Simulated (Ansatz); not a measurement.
Given this structure:

```cif
data_structure
_symmetry_space_group_name_H-M 'F -4 3 m'
_symmetry_Int_Tables_number 216
_cell_length_a 3.5732
_cell_length_b 3.5732
_cell_length_c 3.5732
_cell_angle_alpha 90.000
_cell_angle_beta 90.000
_cell_angle_gamma 90.000
_cell_volume 45.62
loop_
_atom_site_label
_atom_site_type_symbol
_atom_site_symmetry_multiplicity
_atom_site_Wyckoff_symbol
_atom_site_fract_x
_atom_site_fract_y
_atom_site_fract_z
_atom_site_occupancy
B1 B 4 a 0.00000 0.00000 0.00000 1
N1 N 4 c 0.25000 0.75000 0.75000 1
```

Interpret the file: composition, symmetry and coordination.

Answer. Formula: BN. It is face-centred cubic, space group F-43m (No. 216). It belongs to the family called zinc blende (sphalerite type). Content of the cell: 4 B, 4 N (Z = 4). B bonds to four N in a tetrahedral arrangement at 1.55 Å. About every N there are four B in a tetrahedral arrangement at 1.55 Å. The bonds build a three-dimensional framework.

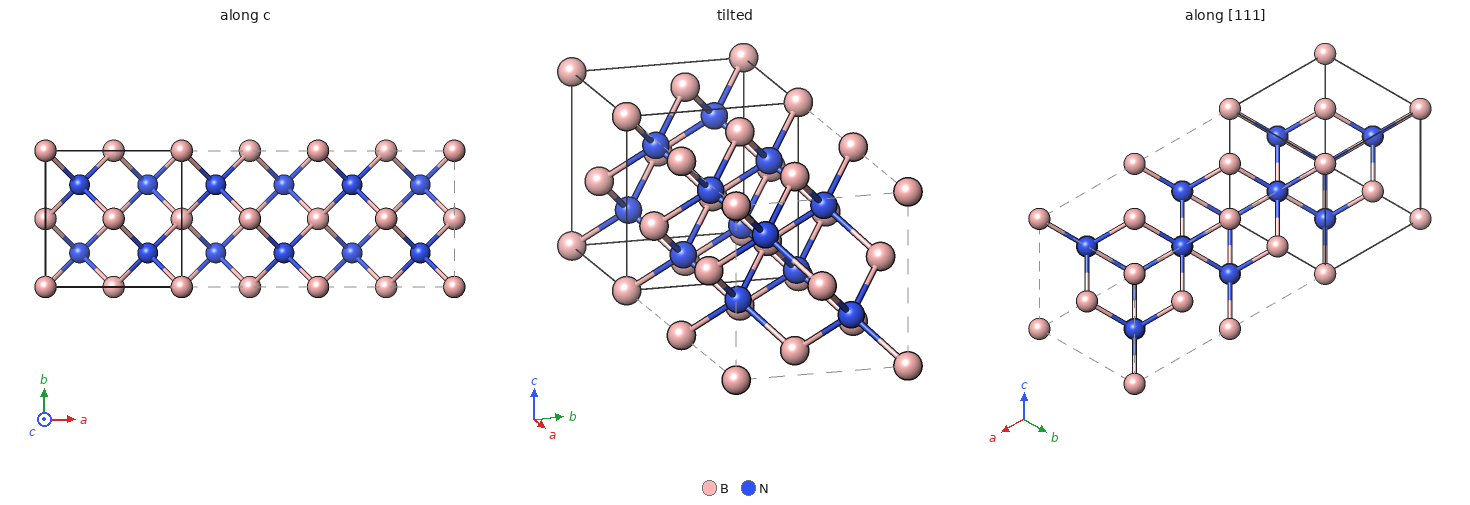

The figure gives a ball-and-stick picture of the atoms, viewed along the c axis, slightly off an axis and along [111]. A 3×1×1 array of cells is drawn; the conventional unit cell has the solid edges.

The structure comes from a structure listed in the Materials Project. The cell was then strained or its atoms displaced on purpose. A calculation with Ansatz used it as input.

At this level of theory the run's own cell isn't at rest (compressed, at 13 GPa), so its distances can differ from those at equilibrium, the more so the softer the solid.
